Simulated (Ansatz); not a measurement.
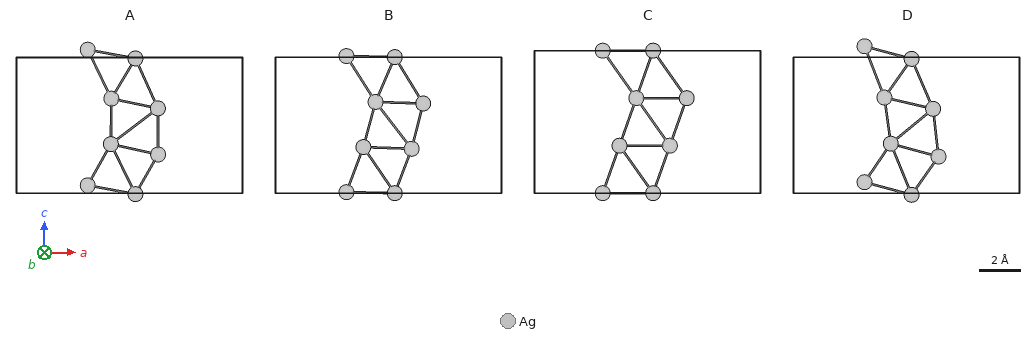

4 geometries from one relaxation of a wire of composition Ag, in shuffled order. The picture is a ball-and-stick view of the cell of the calculation, with the vacuum cut short, seen along the b axis.

Case: wire along [1 1 1], 9 atoms a period.

The calculation used DFT PBEsol, scalar-relativistic, plane waves, PAW (Ansatz 0.2.0). Settings: plane-wave cutoff 420 eV; k-point mesh 1 × 1 × 8; occupations gaussian; smearing width 0.05 eV; no spin polarisation; cell relaxed at fixed a, b, alpha, beta, gamma; force threshold 0.02 eV/Å; at most 45 steps.

Q: Put them in the order of the run, from the start to the converged end.

A: C, B, A, D. They are steps 0, 2, 4, 8, at +1.048 eV per cell of the calculation, +0.424 eV per cell of the calculation, +0.107 eV per cell of the calculation relative to the last. The largest moves relative to the centre of the atoms, 0.69 Å, are those of Ag atoms. Along the periodic axis the drawn cell goes c 7.022 → 6.697 Å (−4.6 %). Near-neighbour distances that change, for instance: Ag–Ag 4.054 → 2.701 Å, Ag–Ag 2.867 → 3.946 Å, Ag–Ag 2.867 → 2.679 Å, Ag–Ag 2.867 → 2.708 Å. New bonds form, among them: Ag–Ag (4.05 → 2.70 Å). Bonds break, among them: Ag–Ag (2.87 → 3.95 Å). Bond angles that change, for instance: Ag–Ag–Ag 180.0° → 144.7°, Ag–Ag–Ag 90.0° → 58.0°, Ag–Ag–Ag 120.0° → 89.0°. The energy falls by 1.048 eV per cell of the calculation in 7 accepted moves (8 points after the start). Largest force component: 0.77 eV/Å at the start, 0.011 eV/Å at the end. The SCF was repeated once at an unchanged geometry on a basis and grid sized afresh for the cell, which shifted the energy by 2.6 meV per cell of the calculation at most.

Limits of the set-up: the k-point mesh is coarse for a cell with partly filled bands.
